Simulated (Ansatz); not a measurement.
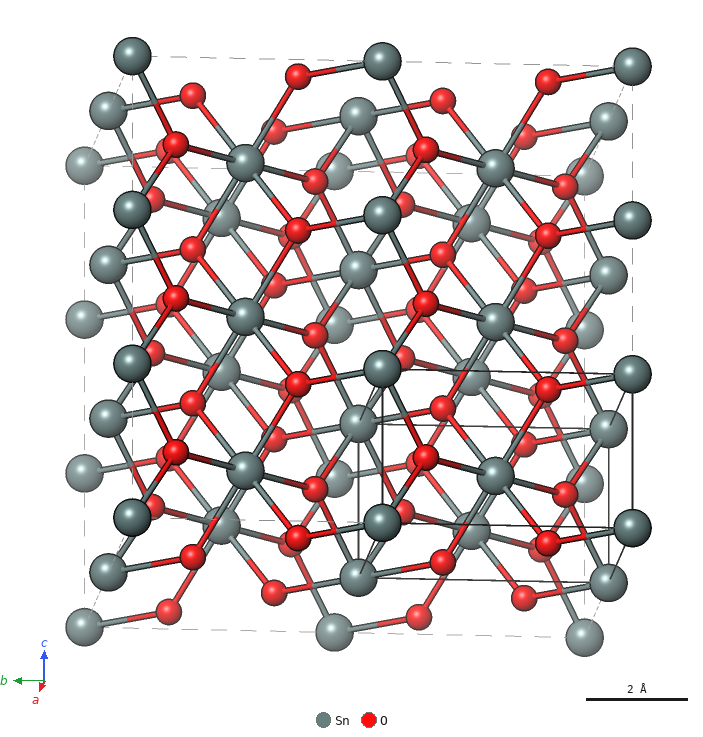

Structure drawing (ball-and-stick), viewed from a general direction. The drawing covers 2×2×3 cells, and the solid lines enclose one conventional unit cell. Cell: a = 4.983 Å, b = 4.983 Å, c = 3.128 Å, α = 90.00°, β = 90.00°, γ = 90.00°.

Describe the crystal.

The formula is SnO$_{2}$. The symmetry is that of P4_2/mnm (No. 136), on a primitive tetragonal lattice. Type of structure: rutile. Counting shared atoms by their share gives 2 Sn, 4 O, or 6 atoms. Each Sn atom is coordinated by six O in a distorted octahedral arrangement at about 2.1 to 2.2 Å. About every O there are three Sn at about 2.1 to 2.2 Å. The bonds build a three-dimensional framework.

The structure was taken from a structure listed in the Materials Project. The cell was then strained or its atoms displaced on purpose. An electronic-structure calculation with Ansatz was run on it.

At this level of theory the cell isn't at rest (stretched, at -7 GPa), so its distances can differ from those at equilibrium, the more so the softer the solid.
